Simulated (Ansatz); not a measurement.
Given this structure:

```xyz
10
Lattice="3.3192 0.0000 0.0000 0.0000 3.3192 0.0000 0.0000 0.0000 14.2517" Properties=species:S:1:pos:R:3 pbc="T T T"
Al    0.0000    0.0000    0.0000
Al    1.6596    1.6596    4.3647
Al    0.0000    0.0000    2.7612
Ru    1.6596    1.6596    1.5058
Ru    0.0000    0.0000    5.6200
Al    1.6596    1.6596    7.1258
Al    0.0000    0.0000   11.4905
Al    1.6596    1.6596    9.8870
Ru    0.0000    0.0000    8.6316
Ru    1.6596    1.6596   12.7459
```

**Interpret the file: composition, symmetry and coordination.**

The solid is Al$_{3}$Ru$_{2}$. Space group I4/mmm (No. 139), lattice body-centred tetragonal. The cell comprises 2 formula units: 6 Al, 4 Ru.

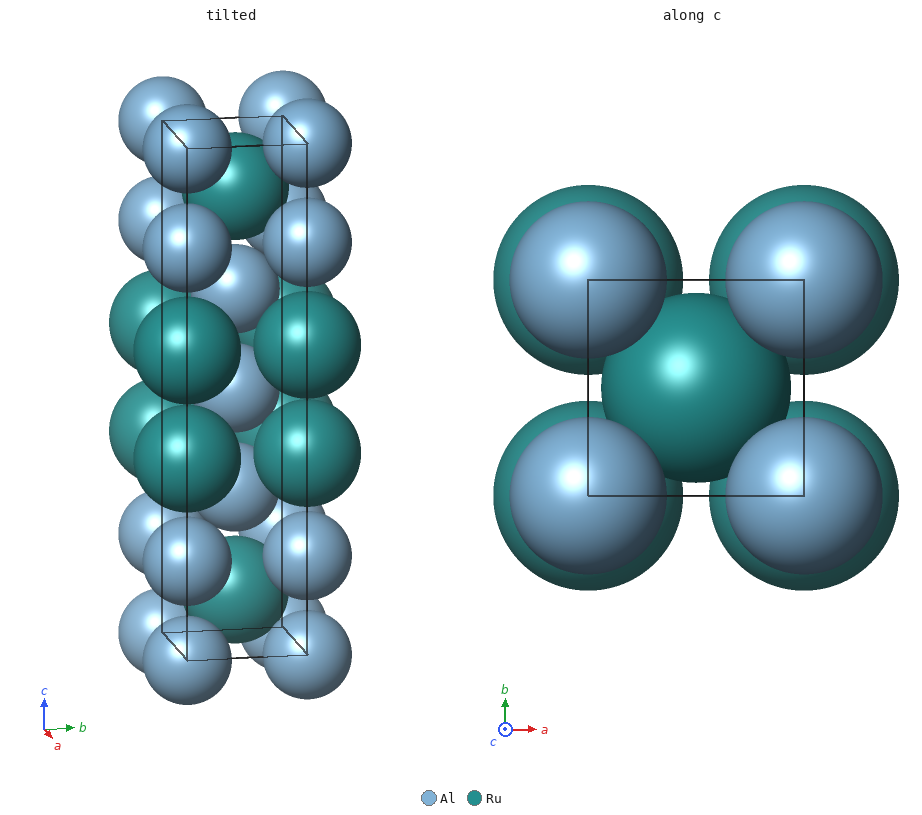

The structure above is drawn in space-filling style and viewed slightly off an axis and along the c axis. Atoms at the boundary of the conventional unit cell (the box) are drawn once for each face, edge or corner they touch. Colours: aluminium light blue, ruthenium teal.

The starting point was a structure listed in the Materials Project. The cell was then strained or its atoms displaced on purpose. An electronic-structure calculation with Ansatz was run on it.

At this level of theory the cell isn't at rest (stretched, at -21 GPa), so its distances can differ from those at equilibrium, the more so the softer the solid.
